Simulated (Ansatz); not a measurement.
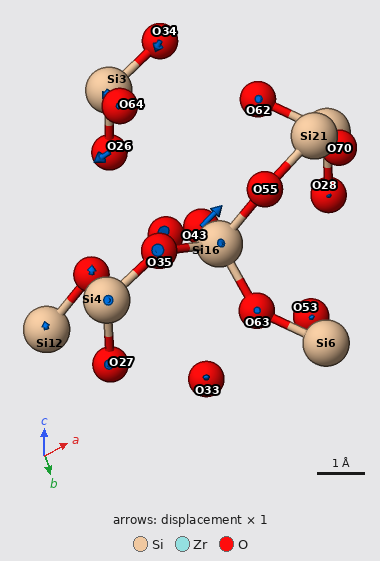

This is a relaxation of a defect cell of composition Si₂₂ZrO₄₈. The starting structure is drawn; blue arrows show the displacements, at their true length.

Style: ball-and-stick. Shown: the atoms within 4.2 Å of the atom that moves most (axes of the cell of the calculation (origin shifted)), from a free direction.

Method: Ansatz, DFT, PBEsol, PAW, plane waves. Settings: plane-wave cutoff 420 eV; k-point mesh 1 × 1 × 1; mesh shifted by (0.25, 0.25, 0.25); collinear spin; atoms relaxed in a fixed cell; force threshold 0.03 eV/Å; at most 80 steps.

> Atoms of which element are displaced furthest, and by how much?

Oxygen: up to 0.66 Å, against 0.30 Å for silicon.

> What happened in the run?

An O atom moves most: 0.66 Å along [3 1 2]. By element the largest moves are O 0.66 Å, Si 0.30 Å, Zr 0.18 Å. The cell doesn't change. Among the contacts that change: O–Si 1.579 → 1.686 Å, O–Si 1.606 → 1.673 Å, O–Si 1.581 → 1.628 Å, O–Si 1.599 → 1.637 Å. Among the angles between lasting bonds that change: O–Si–O 108.6° → 96.5°, O–Si–O 108.3° → 117.2°, Si–O–Si 143.2° → 134.6°. The energy falls by 11.537 eV per cell of the calculation in 10 geometry steps. Largest force component: 19 eV/Å at the start, 0.017 eV/Å at the end. The program noted that the starting moments weren't kept.
